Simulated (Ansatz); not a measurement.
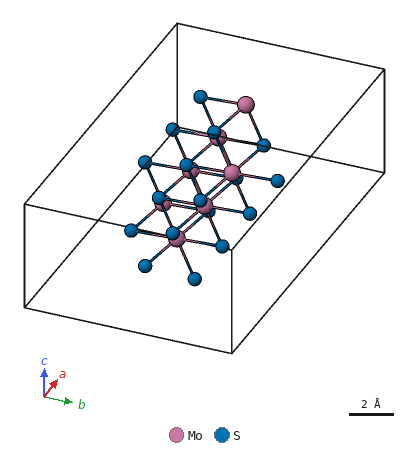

A wire of composition MoS2, before the relaxation. A ball-and-stick model of the cell of the calculation, with the vacuum cut short (origin shifted), seen from a free direction.

Case: armchair ribbon, 7 formula units a period.

Theory: DFT PBE, scalar-relativistic, plane waves, PAW in Ansatz 0.2.0.

Input file:
```yaml
crystal:
  lattice:
    - [18.6, 0.0, 0.0]
    - [0.0, 12.5, 0.0]
    - [0.0, 0.0, 5.5305991796]
  atoms:
    - { symbol: Mo, position: [0.757507494, 0.5, 0.3333333333] }
    - { symbol: Mo, position: [0.5858358313, 0.5, 0.3333333333] }
    - { symbol: Mo, position: [0.6716716626, 0.5, 0.8333333333] }
    - { symbol: Mo, position: [0.4141641687, 0.5, 0.3333333333] }
    - { symbol: Mo, position: [0.5, 0.5, 0.8333333333] }
    - { symbol: Mo, position: [0.242492506, 0.5, 0.3333333333] }
    - { symbol: Mo, position: [0.3283283374, 0.5, 0.8333333333] }
    - { symbol: S, position: [0.6716716626, 0.6266793047, 0.1666666667] }
    - { symbol: S, position: [0.757507494, 0.6266793047, 0.6666666667] }
    - { symbol: S, position: [0.5, 0.6266793047, 0.1666666667] }
    - { symbol: S, position: [0.5858358313, 0.6266793047, 0.6666666667] }
    - { symbol: S, position: [0.3283283374, 0.6266793047, 0.1666666667] }
    - { symbol: S, position: [0.4141641687, 0.6266793047, 0.6666666667] }
    - { symbol: S, position: [0.242492506, 0.6266793047, 0.6666666667] }
    - { symbol: S, position: [0.757507494, 0.3733206953, 0.0] }
    - { symbol: S, position: [0.5858358313, 0.3733206953, 0.0] }
    - { symbol: S, position: [0.6716716626, 0.3733206953, 0.5] }
    - { symbol: S, position: [0.4141641687, 0.3733206953, 1.0] }
    - { symbol: S, position: [0.5, 0.3733206953, 0.5] }
    - { symbol: S, position: [0.242492506, 0.3733206953, 1.0] }
    - { symbol: S, position: [0.3283283374, 0.3733206953, 0.5] }
basis:
  ecutwfc: 420
kpoints:
  mp_grid: { grid: [1, 1, 10] }
hamiltonian:
  xc: pbe
scf:
  occupations: { method: gaussian, width: 0.05 }
output:
  forces: true
  stress: true
  eigenvalues: true
  populations: true
  write_density: true
  write_potential: true
  elf: true
  volumetric_format: npy
relax:
  adjacent_minimum: "off"
  f_tol: 0.02
  max_steps: 45
  cell: { fix: [a, b, alpha, beta, gamma], stress_tol: 0.03 }
```

Command:
```bash
ansatz run input.yaml --threads 4 --pin off --max-ram 11264MiB --backend cpu --events-out ev --progress --plain --runs-dir out
```

### Where does the relaxation end?

The largest moves, 0.74 Å, are those of S9, S14, S15 and S20. By element the largest moves are S 0.74 Å, Mo 0.31 Å. Along the periodic axis the drawn cell goes c 5.531 → 5.555 Å (+0.4 %). Among the contacts that change: S14–S20 3.664 → 2.934 Å, Mo1–Mo2 3.193 → 2.670 Å, Mo3–S15 2.430 → 2.708 Å, Mo1–S15 2.430 → 2.202 Å. Among the angles between lasting bonds that change: S9–Mo1–S15 180.0° → 136.8°, S14–Mo7–S20 97.9° → 65.6°, S13–Mo7–S20 180.0° → 158.2°. After 7 accepted moves (9 points after the start) the energy has fallen by 5.102 eV per cell of the calculation. Largest force component: 5.1 eV/Å at the start, 0.0077 eV/Å at the end. The line search rejected the trial step at point 7 of the run. At 1 point the geometry stayed and the basis and grid were re-selected for the new cell (energy shift of 0.2 meV per cell of the calculation at most each time).

The structure at the end:

```
CELL_PARAMETERS angstrom
18.60000 0.00000 0.00000
0.00000 12.50000 0.00000
0.00000 0.00000 5.55451
ATOMIC_POSITIONS crystal
Mo 0.74109 0.50000 0.33333
Mo 0.59754 0.50000 0.33333
Mo 0.66225 0.50000 0.83333
Mo 0.40246 0.50000 0.33333
Mo 0.50000 0.50000 0.83333
Mo 0.25891 0.50000 0.33333
Mo 0.33775 0.50000 0.83333
S 0.67588 0.63407 0.14996
S 0.78463 0.58424 0.64943
S 0.50000 0.61722 0.17726
S 0.58657 0.62734 0.66688
S 0.32412 0.63407 0.14996
S 0.41343 0.62734 0.66688
S 0.21537 0.58424 0.64943
S 0.78463 0.41576 0.01724
S 0.58657 0.37266 0.99978
S 0.67588 0.36593 0.51670
S 0.41343 0.37266 0.99978
S 0.50000 0.38278 0.48941
S 0.21537 0.41576 0.01724
S 0.32412 0.36593 0.51670
```

The end point in the same view:

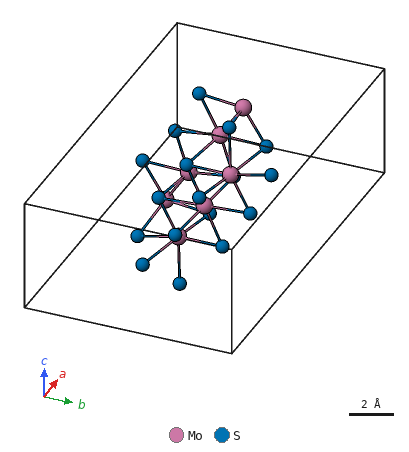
